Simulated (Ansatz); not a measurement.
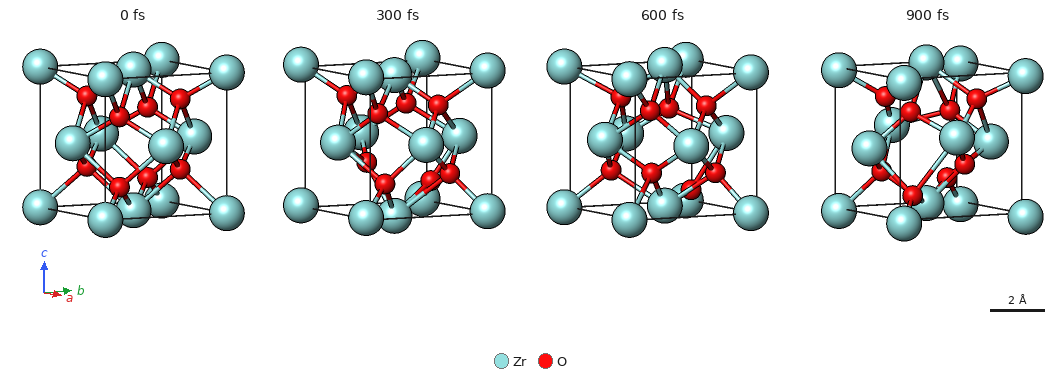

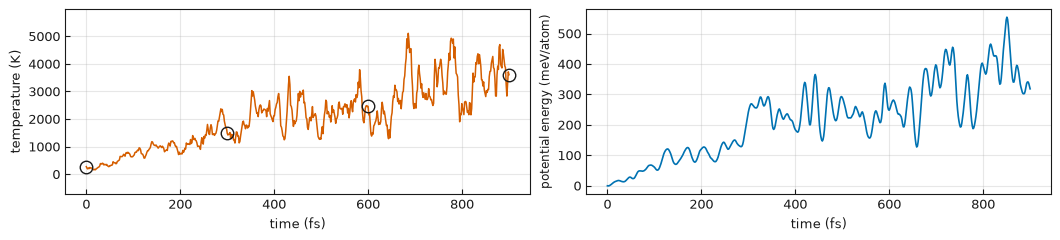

Molecular dynamics of a 12-atom cell of ZrO₂ (set up in P4_2/nmc), 900 fs long. The cell was cut from the crystal with space group P4_2/nmc. Frames and the history of the run. The picture is a ball-and-stick view of the simulation cell, seen from a free direction. Bonds to atoms that aren't drawn are left out.

Computed with Ansatz 0.2.0, DFT PBEsol, scalar-relativistic, plane waves, PAW. Settings: plane-wave cutoff 420 eV; k-point mesh 2 × 2 × 2; Fermi-Dirac smearing 0.36 eV; volume 1.05 times that of the relaxed crystal; Langevin thermostat (NVT); set temperature 300 K, then to 4200 K over 600 steps; time step 1.5 fs; friction 0.02 per fs.

Question: What do the frames and curves show?

Answer: In the second half of the run the atoms are, in the root-mean-square, this far from where they began (common drift taken out): O 0.50 Å, Zr 0.30 Å. The integration has become unstable, so these distances have no physical meaning. The temperature peaks at 5109 K, at 686 fs, and is 3609 K at the end.

PAW datasets: the set soft_1.
